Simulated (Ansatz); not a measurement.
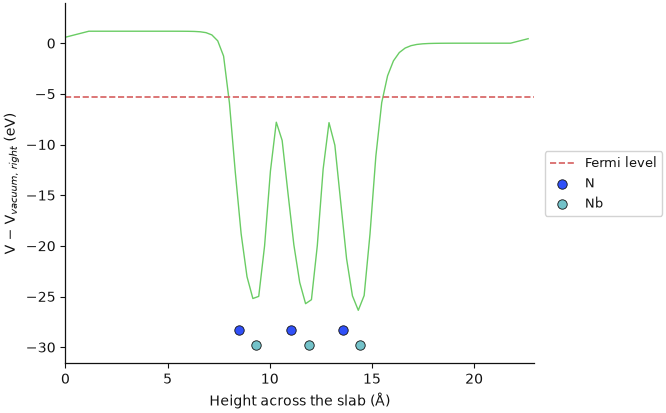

Plane-averaged electrostatic potential energy of an electron across the slab; circles at the bottom mark the heights of the atoms (positions after relaxation).

Calculation on a (100) slab cut from NbN (P-6m2), ended by Nb above and N below, 6 atoms in the cell; a = 2.86 Å, b = 2.93 Å, c = 22.93 Å, α = 90.00°, β = 90.00°, γ = 90.00°.

Computed with Ansatz 0.2.0: DFT PBEsol, scalar-relativistic, plane waves, PAW, no spin polarisation, 10×10×1 k mesh.

Question: Read off the work function of each face.

Answer: The work function is 5.27 eV at the right face and 6.45 eV at the left.

Question: How thick are slab and vacuum?

Answer: The outermost atoms are 5.9 Å apart, which leaves 17.0 Å of vacuum in a cell 22.9 Å high.

Question: Do the two faces differ, and what does that say about the slab's dipole?

Answer: The vacuum level is 1.18 eV higher at the left than at the right, so the slab carries a dipole along its normal; the ramp in the vacuum, at or near the edge of the plot, is the dipole correction that keeps each side flat. Some atoms were held fixed in the relaxation, which can itself make the faces differ.
